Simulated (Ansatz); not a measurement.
## GW calculation of AlN

System: AlN (Pm-3m, 2 atoms in the cell).
Method: DFT, HSE06, plane waves, PAW (Ansatz 0.2.0).

The structure was built on a prototype by a generator. The run did not end well. The geometry comes from this level: r2SCAN.

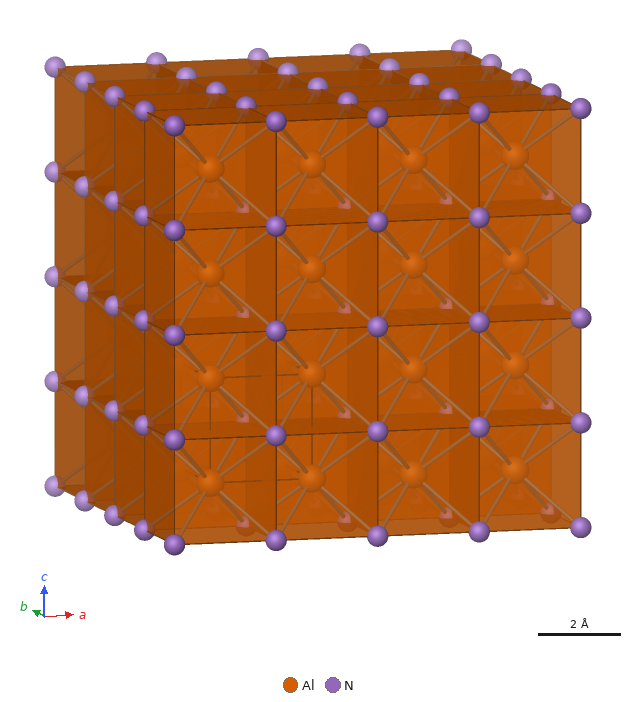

Figure 1. The input geometry (polyhedral view of the cell of the calculation, repeated 3 × 3 × 3, seen slightly off an axis; polyhedra are completed across the faces of the cell).

## What the run reported

| quantity | value |
| --- | --- |
| outcome | ended with an error |
| space group (tolerance 0.01 Å) | Pm-3m (221) |
| electrons treated | 8 |
| free energy | −920.8590 eV |
| Fermi energy | 12.081 eV |
| hardware | 4 threads of an Arm (aarch64) CPU, shared host |
| wall time | 3 s (CPU time 7.2 s) |
| peak memory | 0.37 GiB |

## What went wrong

Some settings of this run were drawn to be unusual or wrong. The run ended with an error. The GW levels are not extrapolated in basis or mesh. Warnings of the run: an analysis step after the SCF failed.

## Input
```yaml
crystal:
  lattice:
    - [2.5854596279, 0.0, 0.0]
    - [0.0, 2.5854596279, 0.0]
    - [0.0, 0.0, 2.5854596279]
  atoms:
    - { symbol: Al, position: [0.0, 0.0, 0.0] }
    - { symbol: "N", position: [0.5, 0.5, 0.5] }
kpoints:
  mp_grid: { grid: [4, 4, 4] }
hamiltonian:
  xc: hse06
scf:
  occupations: { method: fermi_dirac, width: 0.02 }
gw:
  n_empty_bands: 120
  ecut_chi: 150
  qp_bands: [v1, c1]
  qp_kpoints: band_edges
  screening: { model: contour_deformation }
```

Command:
```bash
ansatz run input.yaml --threads 4 --pin off --max-ram 3686MiB --backend cpu --events-out ev --progress --plain --runs-dir out
```

## The program's output
```
exact exchange: scf.exx.singularity resolves to wigner_seitz, which cuts the screened interaction at the faces of the exchange supercell's Wigner-Seitz cell, so that each pair interacts once, at the shortest of its separations (the periodic images that this leaves out come, for a point-like exchange hole, to about 0.005 eV on a filled level). The cut falls within the interaction's reach, and what an exchange supercell this small leaves in the energy, the band gaps and, where it is computed, the pressure is not bounded here. The exchange supercell (the smallest cell that an SCF of this deck is solved on times the 4×4×4 mesh of the exchange sum) has its nearest image at L = 10.34 Å, 2.15 times the interaction's range 1/ω = 4.81 Å. A denser mesh of the exchange sum (kpoints.mp_grid; where a k-mesh is refused, the cell repeated along its short axes), shrinks what is left. The k-mesh (kpoints.mp_grid) can leave an error of its own, as it does under a semilocal functional: two runs of this structure under PBE, one on that k-mesh and one on a denser one or on the cell repeated (per cell), show about how large it is in the energy; in a metal the hybrid's can be larger than they show. Converge the k-mesh under the hybrid itself. See scf.exx.q_mesh
Engine: ansatz 0.2.0, aarch64-unknown-linux-gnu
Pseudopotentials: kind: paw
Pseudopotential: Al, paw, valence charge 3, recommended cutoff 420 eV (normal), Al.paw.azcp
Pseudopotential: N, paw, valence charge 5, recommended cutoff 420 eV (normal), N.paw.azcp
Functional definition: HSE06
  parameter a = 0.25
  parameter omega = 0.11/bohr
  exchange = pbe_x - a*pbe_x_sr(omega) + a*exact_x_sr(omega)
  correlation = pbe_c
Crystal: 2 atoms, lattice volume = 17.283 Å³
Basis set: ecut = 420 eV, 341 PW (Γ)
Bands: 8, of which v1, the nominal top of the filled ones, is band 4 counted from 1 (3 counted from 0)
Symmetry: 48 space group operations
Space group: Pm-3m (ITA 221), of the structure as read, at distance tolerance 2.6e-5 Å
k-points: 10 of 64
Non-local potential: Al, projectors of the file, l = 0: 2, l = 1: 2, l = 2: 1
Non-local potential: N, projectors of the file, l = 0: 2, l = 1: 2, l = 2: 1
PAW form: soft (Blöchl's): semilocal exchange-correlation on the pseudo side does not see the compensation charge
PAW frozen core: Al, regenerated for the run's functional, and the local potential with it (the file was generated under x = pbe(κ = 0.804, μ = 0.2195149727645171), c = pbe(β = 0.06672455060314922))
PAW frozen core: N, regenerated for the run's functional, and the local potential with it (the file was generated under x = pbe(κ = 0.804, μ = 0.2195149727645171), c = pbe(β = 0.06672455060314922))
PAW one-centre angular grid: Al, 110 points (default); XC on 64 Gauss nodes
PAW one-centre angular grid: N, 110 points (default); XC on 64 Gauss nodes
Initial density: superposition of atomic densities (neutral atoms: chi_scale 0, normalization atom), corrected by the library's trained network
Initial wavefunctions: pseudopotential atomic-orbital guess
Functional: x = pbe(κ = 0.804, μ = 0.2195149727645171), c = pbe(β = 0.06672455060314922), warm-up for x = pbe(κ = 0.804, μ = 0.2195149727645171) + 0.25 (exact − pbe) at short range (hse, ω = 0.20786987370883472 Å⁻¹), c = pbe(β = 0.06672455060314922); HSE06 as pw.x's `hse` composes it (authors' and Libxc's form: `xc: wpbeh`)
SCF iter   1: F=—  HF=-920.757390 eV  |F-HF|=—  |Δ(HF+E_count)|=         —  Δρ=1.64e-2  dr2=5.62e-2  ethr=1.77e-3  ⟨swp⟩=5.7  Hψ=361  notcnv=0
preconditioner: auto → none  [insulator: Δε(μ)=0.568 eV  Ē_g=14.862 eV  σ=0.020 eV  W_gap=0.50  n_scr=0 (ndim 8)  ℏωp=25.3 eV  f_vac=0.000  D(μ)=4.69/eV (n_scr^D=92)]
SCF iter   2: F=—  HF=-920.762457 eV  |F-HF|=—  |Δ(HF+E_count)|=   5.07e-3  Δρ=3.16e-2  dr2=1.88e-1  ethr=7.02e-4  ⟨swp⟩=3.3  Hψ=211  notcnv=0  recentre
SCF iter   3: F=—  HF=-920.745526 eV  |F-HF|=—  |Δ(HF+E_count)|=   1.69e-2  Δρ=8.88e-3  dr2=1.72e-2  ethr=7.02e-4  ⟨swp⟩=2.9  Hψ=177  notcnv=0
iter 4 solved again at ethr=3.06e-6 eV; its pass at ethr=2.15e-4 eV (dr2=2.45e-4 eV) is discarded
SCF iter   4: F=—  HF=-920.741796 eV  |F-HF|=—  |Δ(HF+E_count)|=   3.73e-3  Δρ=1.44e-3  dr2=2.30e-4  ethr=3.06e-6  ⟨swp⟩=3.4  Hψ=320  notcnv=0
SCF iter   5: F=—  HF=-920.766016 eV  |F-HF|=—  |Δ(HF+E_count)|=   2.42e-2  Δρ=3.16e-2  dr2=2.05e-1  ethr=2.87e-6  ⟨swp⟩=4.0  Hψ=269  notcnv=0  recentre
SCF iter   6: F=—  HF=-920.744965 eV  |F-HF|=—  |Δ(HF+E_count)|=   2.11e-2  Δρ=1.49e-2  dr2=4.55e-2  ethr=2.87e-6  ⟨swp⟩=4.0  Hψ=253  notcnv=0
SCF iter   7: F=—  HF=-920.741943 eV  |F-HF|=—  |Δ(HF+E_count)|=   3.02e-3  Δρ=2.41e-3  dr2=1.19e-3  ethr=2.87e-6  ⟨swp⟩=3.8  Hψ=238  notcnv=0
SCF iter   8: F=—  HF=-920.741904 eV  |F-HF|=—  |Δ(HF+E_count)|=   3.95e-5  Δρ=2.19e-3  dr2=9.86e-4  ethr=2.87e-6  ⟨swp⟩=2.9  Hψ=151  notcnv=0
SCF iter   9: F=—  HF=-920.741846 eV  |F-HF|=—  |Δ(HF+E_count)|=   5.72e-5  Δρ=1.18e-3  dr2=2.85e-4  ethr=2.87e-6  ⟨swp⟩=2.0  Hψ=122  notcnv=0
SCF iter  10: F=—  HF=-920.741823 eV  |F-HF|=—  |Δ(HF+E_count)|=   2.35e-5  Δρ=2.50e-4  dr2=1.26e-5  ethr=2.87e-6  ⟨swp⟩=2.0  Hψ=121  notcnv=0
SCF iter  11: F=—  HF=-920.741822 eV  |F-HF|=—  |Δ(HF+E_count)|=   1.06e-6  Δρ=1.66e-5  dr2=1.09e-8  ethr=1.57e-7  ⟨swp⟩=2.0  Hψ=242  notcnv=0
SCF iter  12: F=—  HF=-920.741822 eV  |F-HF|=—  |Δ(HF+E_count)|=   3.36e-8  Δρ=2.30e-5  dr2=1.03e-7  ethr=1.36e-10  ⟨swp⟩=3.9  Hψ=172  notcnv=0
SCF iter  13: F=—  HF=-920.741822 eV  |F-HF|=—  |Δ(HF+E_count)|=   8.86e-9  Δρ=3.03e-6  dr2=1.82e-9  ethr=1.36e-10  ⟨swp⟩=2.6  Hψ=130  notcnv=0
SCF iter  14: F=-920.741822 eV  HF=-920.741822 eV  |F-HF|=1.55e-11  |Δ(HF+E_count)|=  1.17e-10  Δρ=3.25e-7  dr2=1.80e-11  ethr=2.28e-11  ⟨swp⟩=2.0  Hψ=121  notcnv=0
SCF 1 converged in 14 iterations: F = -920.741822 eV  dr2 = 1.80e-11
  greatest PAW one-centre occupation: 0.801 electrons in one spin orbital (limit 2), on the N atom at site 1 (counted from 0), in its partial waves of l = 0
Initial density: handed on by an earlier stage of this run
Initial wavefunctions: those handed on with the density
Functional: x = pbe(κ = 0.804, μ = 0.2195149727645171) + 0.25 (exact − pbe) at short range (hse, ω = 0.20786987370883472 Å⁻¹), c = pbe(β = 0.06672455060314922); HSE06 as pw.x's `hse` composes it (authors' and Libxc's form: `xc: wpbeh`)
Exchange kernel: α = 0.2500, screened, ω = 0.2079 Å⁻¹, Wigner–Seitz truncation, v(0) = 921.6766 eV·Å³, q-mesh 4×4×4, nearest image of the exchange supercell L = 10.34 Å, pair-density grid 15×15×15, without the augmentation charges, whose exchange is taken in its separable form by FFT convolution over the k-point mesh (sized by the pseudopotential files, 18×18×18 at the most), smooth part of the exact exchange by density-matrix convolution
Frozen-core exchange: fock
iter 1 solved again at ethr=1.47e-3 eV; its pass at ethr=1.00e-1 eV (dr2=1.18e-1 eV) is discarded
SCF iter   1: F=—  HF=-920.868893 eV  |F-HF|=—  |Δ(HF+E_count)|=         —  Δρ=2.19e-2  dr2=1.19e-1  ethr=1.47e-3  ⟨swp⟩=2.0  Hψ=320  notcnv=0
preconditioner: auto → none  [insulator: Δε(μ)=0.535 eV  Ē_g=16.993 eV  σ=0.020 eV  W_gap=1.00  n_scr=0 (ndim 8)  ℏωp=25.3 eV  f_vac=0.000  D(μ)=0.00/eV (n_scr^D=0)]
SCF iter   2: F=—  HF=-920.842012 eV  |F-HF|=—  |Δ(HF+E_count)|=   2.69e-2  Δρ=3.08e-2  dr2=2.51e-1  ethr=1.42e-3  ⟨swp⟩=3.1  Hψ=203  notcnv=0
SCF iter   3: F=—  HF=-920.833044 eV  |F-HF|=—  |Δ(HF+E_count)|=   8.97e-3  Δρ=8.62e-3  dr2=1.05e-1  ethr=1.42e-3  ⟨swp⟩=2.0  Hψ=160  notcnv=0
SCF iter   4: F=—  HF=-920.827463 eV  |F-HF|=—  |Δ(HF+E_count)|=   5.58e-3  Δρ=5.78e-3  dr2=9.36e-2  ethr=2.18e-4  ⟨swp⟩=2.8  Hψ=177  notcnv=0
SCF iter   5: F=—  HF=-920.827657 eV  |F-HF|=—  |Δ(HF+E_count)|=   1.94e-4  Δρ=6.50e-3  dr2=7.95e-3  ethr=5.72e-5  ⟨swp⟩=2.1  Hψ=153  notcnv=0
SCF iter   6: F=—  HF=-920.826700 eV  |F-HF|=—  |Δ(HF+E_count)|=   9.57e-4  Δρ=5.66e-4  dr2=4.22e-5  ethr=5.72e-5  ⟨swp⟩=2.0  Hψ=141  notcnv=0
SCF iter   7: F=—  HF=-920.826696 eV  |F-HF|=—  |Δ(HF+E_count)|=   3.92e-6  Δρ=2.44e-4  dr2=1.05e-5  ethr=5.28e-7  ⟨swp⟩=2.8  Hψ=135  notcnv=0
SCF iter   8: F=—  HF=-920.826696 eV  |F-HF|=—  |Δ(HF+E_count)|=   8.18e-8  Δρ=1.84e-4  dr2=7.02e-6  ethr=1.31e-7  ⟨swp⟩=3.2  Hψ=144  notcnv=0
SCF iter   9: F=—  HF=-920.826695 eV  |F-HF|=—  |Δ(HF+E_count)|=   9.86e-7  Δρ=7.67e-5  dr2=1.20e-6  ethr=8.78e-8  ⟨swp⟩=2.0  Hψ=121  notcnv=0
SCF iter  10: F=—  HF=-920.826695 eV  |F-HF|=—  |Δ(HF+E_count)|=   1.64e-7  Δρ=2.69e-5  dr2=1.49e-7  ethr=1.50e-8  ⟨swp⟩=2.0  Hψ=131  notcnv=0
SCF iter  11: F=-920.826695 eV  HF=-920.826695 eV  |F-HF|=1.64e-9  |Δ(HF+E_count)|=   1.79e-8  Δρ=3.14e-6  dr2=1.87e-9  ethr=1.86e-9  ⟨swp⟩=3.1  Hψ=166  notcnv=0
SCF 2 converged in 11 iterations: F = -920.826695 eV  dr2 = 1.87e-9
  greatest PAW one-centre occupation: 0.799 electrons in one spin orbital (limit 2), on the N atom at site 1 (counted from 0), in its partial waves of l = 0
hybrid outer 1: dexx = +2.653e-2 eV, tail = 5.11e-2 eV
Exchange kernel: α = 0.2500, screened, ω = 0.2079 Å⁻¹, Wigner–Seitz truncation, v(0) = 921.6766 eV·Å³, q-mesh 4×4×4, nearest image of the exchange supercell L = 10.34 Å, pair-density grid 15×15×15, without the augmentation charges, whose exchange is taken in its separable form by FFT convolution over the k-point mesh (sized by the pseudopotential files, 18×18×18 at the most), smooth part of the exact exchange by density-matrix convolution
Frozen-core exchange: fock
SCF iter   1: F=—  HF=-920.859486 eV  |F-HF|=—  |Δ(HF+E_count)|=         —  Δρ=3.56e-3  dr2=3.05e-3  ethr=3.19e-3  ⟨swp⟩=2.0  Hψ=160  notcnv=0
preconditioner: auto → none  [insulator: Δε(μ)=0.448 eV  Ē_g=16.851 eV  σ=0.020 eV  W_gap=1.00  n_scr=0 (ndim 8)  ℏωp=25.3 eV  f_vac=0.000  D(μ)=0.00/eV (n_scr^D=0)]
SCF iter   2: F=—  HF=-920.858651 eV  |F-HF|=—  |Δ(HF+E_count)|=   8.35e-4  Δρ=1.68e-3  dr2=6.90e-4  ethr=3.63e-5  ⟨swp⟩=2.3  Hψ=158  notcnv=0
SCF iter   3: F=-920.858400 eV  HF=-920.858469 eV  |F-HF|=6.91e-5  |Δ(HF+E_count)|=   1.81e-4  Δρ=6.12e-4  dr2=1.48e-4  ethr=7.49e-6  ⟨swp⟩=2.4  Hψ=142  notcnv=0
SCF 3 stopped early in 3 iterations: F = -920.858400 eV  dr2 = 1.48e-4
  greatest PAW one-centre occupation: 0.798 electrons in one spin orbital (limit 2), on the N atom at site 1 (counted from 0), in its partial waves of l = 0
hybrid outer 2: dexx = +5.550e-4 eV, tail = 3.04e-4 eV, Δε = 1.88e-1 eV (about 3.48e-2 eV left of the loop's levels)
Exchange kernel: α = 0.2500, screened, ω = 0.2079 Å⁻¹, Wigner–Seitz truncation, v(0) = 921.6766 eV·Å³, q-mesh 4×4×4, nearest image of the exchange supercell L = 10.34 Å, pair-density grid 15×15×15, without the augmentation charges, whose exchange is taken in its separable form by FFT convolution over the k-point mesh (sized by the pseudopotential files, 18×18×18 at the most), smooth part of the exact exchange by density-matrix convolution
Frozen-core exchange: fock
SCF iter   1: F=—  HF=-920.859023 eV  |F-HF|=—  |Δ(HF+E_count)|=         —  Δρ=5.90e-4  dr2=7.84e-5  ethr=1.90e-5  ⟨swp⟩=2.0  Hψ=160  notcnv=0
preconditioner: auto → none  [insulator: Δε(μ)=0.428 eV  Ē_g=16.828 eV  σ=0.020 eV  W_gap=1.00  n_scr=0 (ndim 8)  ℏωp=25.3 eV  f_vac=0.000  D(μ)=0.00/eV (n_scr^D=0)]
iter 2 solved again at ethr=8.27e-10 eV; its pass at ethr=9.71e-7 eV (dr2=6.62e-8 eV) is discarded
SCF iter   2: F=—  HF=-920.858996 eV  |F-HF|=—  |Δ(HF+E_count)|=   2.69e-5  Δρ=1.68e-5  dr2=1.54e-7  ethr=8.27e-10  ⟨swp⟩=4.4  Hψ=383  notcnv=0
eigensolver tolerance schedule: the retry pair's looser diagonalisation over-reported the residual by 1.03 of it (diagonalisation noise at 1.03 of the residual, at the tolerance the schedule requests for it); recorded, not acted on — ethr = c·dr2/N_el stays at c = 1.0e-1
SCF iter   3: F=—  HF=-920.858997 eV  |F-HF|=—  |Δ(HF+E_count)|=   8.77e-7  Δρ=1.08e-4  dr2=2.69e-6  ethr=4.08e-10  ⟨swp⟩=4.0  Hψ=210  notcnv=0  recentre
SCF iter   4: F=—  HF=-920.858996 eV  |F-HF|=—  |Δ(HF+E_count)|=   4.66e-7  Δρ=7.52e-5  dr2=1.35e-6  ethr=4.08e-10  ⟨swp⟩=3.5  Hψ=162  notcnv=0
SCF iter   5: F=—  HF=-920.858996 eV  |F-HF|=—  |Δ(HF+E_count)|=   3.36e-7  Δρ=3.44e-5  dr2=3.88e-7  ethr=4.08e-10  ⟨swp⟩=3.9  Hψ=176  notcnv=0
SCF iter   6: F=—  HF=-920.858996 eV  |F-HF|=—  |Δ(HF+E_count)|=   8.67e-8  Δρ=6.34e-6  dr2=1.36e-7  ethr=4.08e-10  ⟨swp⟩=3.4  Hψ=159  notcnv=0
SCF iter   7: F=—  HF=-920.859001 eV  |F-HF|=—  |Δ(HF+E_count)|=   4.46e-6  Δρ=4.26e-5  dr2=2.29e-7  ethr=1.04e-10  ⟨swp⟩=4.9  Hψ=255  notcnv=0
SCF iter   8: F=-920.859000 eV  HF=-920.859000 eV  |F-HF|=1.25e-9  |Δ(HF+E_count)|=   7.91e-8  Δρ=4.00e-6  dr2=2.47e-9  ethr=1.04e-10  ⟨swp⟩=4.0  Hψ=192  notcnv=0
SCF 4 converged in 8 iterations: F = -920.859000 eV  dr2 = 2.47e-9
```

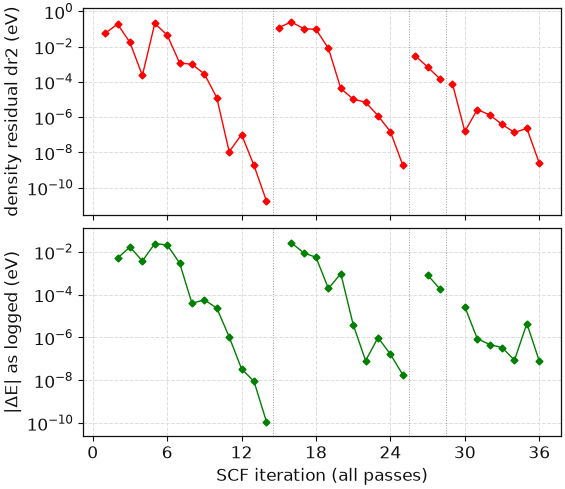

Figure 2. Convergence of the self-consistent field: density residual dr2 and size of the energy change against the SCF iteration. The run starts with a semilocal functional; after that each stretch between dotted lines is one SCF of the hybrid functional between two exact rebuilds of the exchange operator by the outer loop. Early passes are stopped at a loose threshold. The passes take 14, 11, 3 and 8 iterations.

```
hybrid outer 3: dexx = +4.333e-6 eV, tail = 1.16e-8 eV, Δε = 2.22e-2 eV (about 2.72e-4 eV left of the loop's levels)
hybrid SCF converged: 3 outer / 22 inner (+14 warm-up), last move |dexx| = 4.33e-6 eV, tail = 1.16e-8 eV
Stability not checked: this state was not tested for a lower state beside it, because the functional holds exact exchange (a hybrid, or Hartree-Fock), whose exchange loop this test does not read (fock_operator; see scf.lower_state_search)
Free energy (F): -920.859000 eV
Frozen-core exchange: fock
Harris-Foulkes:  -920.859000 eV  (|F-HF|=1.25e-9)
Internal energy: -920.858997 eV  (E = F + TS)
E sigma→0 (E₀):  -920.858999 eV
Entropy (-TS):   -0.000004 eV (-0.002 meV/atom)
Fermi energy:    12.080954 eV
--- Per-component energies (eV) ---
  E_band       = 31.971418
  E_kinetic    = 159.484539
  E_local      = -164.141681  (includes V_loc(G=0)·N_el)
  E_nonlocal   = 53.193240
  E_hartree    = 62.235315
  E_xc         = -82.803079
  E_vxc        = -87.312139  (∫ρ·V_xc dr)
  E_exx        = -17.367423  (= α·E_x^exact, valence–valence)
  E_paw        = -595.759363  (= ΣΔE_a)
  E_vpaw       = -18.987671  (= ΣTr[D̂ρ^β])
  E_aug_tail   = 0.000091  (compensation charges beyond the density's cutoff)
  E_ewald      = -335.633641
  E_core_change = -0.066995  (= ΣΔE_core)
  E_smearing   = -0.000004  (= −TS)
  E_closure    = -0.000000  (closes the sum)
  Σ components = -920.859000   (vs F -920.859000, Δ=0.00e0)
--- Band table (eV; the first three rows and the last of 10) ---
  k-point 0: bands = ["-8.5329", "10.0474", "10.0474", "10.0474", "13.9734", "19.1701"]
  k-point 1: bands = ["-7.4361", "4.5949", "10.5995", "10.5995", "16.1269", "20.5092"]
  k-point 2: bands = ["-5.6527", "0.5477", "11.2487", "11.2487", "17.8749", "21.2220"]
  k-point 9: bands = ["-1.4126", "6.3243", "6.3243", "6.3243", "14.2337", "14.2337"]
  guard bands above this table: 2 of the run's 8 bands. The solve was not asked for them (output.publish_guard_bands: true or output.eigenvalues: true publishes all)
Error: G₀W₀ refused: G₀W₀ requires an insulating spectrum, but band 3 at k-index 4 (both counted from 0) has fractional occupation f = 1.9999571 (expected 0 or 2). The pass judges the occupations at the input's 0.02 eV smearing even where the SCF narrowed it. If the crystal has a gap, the smearing's tails reach a band edge, so set scf.occupations.method: fixed, or a narrower scf.occupations.width. For a metal, which is not supported, drop the gw: section
```
